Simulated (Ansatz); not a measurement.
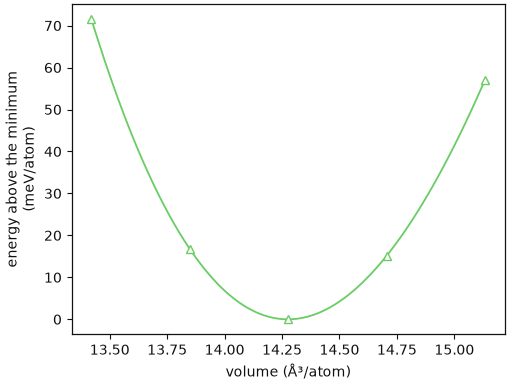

The plot gives the computed energy above the minimum against volume.

Computed with Ansatz 0.2.0: third-order Birch-Murnaghan fit to density functional energies at scaled volumes of the given relaxed cell, shape and atoms relaxed at each volume; energies count from the fitted minimum; plane waves with PAW datasets, Γ-centred k mesh. Level: PBE, no spin polarisation.

### For which of these solids was it computed?
A. Cr, Im-3m (No. 229)
B. Os, P6_3/mmc (No. 194)
C. Ag, Fm-3m (No. 225)

B, Os: energy above the minimum from 0.0 meV/atom to 71.6 meV/atom, V0 14.28 Å³/atom, B0 397 GPa. The others give: Ag, energy above the minimum from 0.0 meV/atom to 21.2 meV/atom, V0 17.83 Å³/atom, B0 92 GPa; Cr, energy above the minimum from 0.0 meV/atom to 37.1 meV/atom, V0 11.55 Å³/atom, B0 258 GPa.

For Cr, limits of the calculation: no spin polarisation, a magnetic state may lie lower.
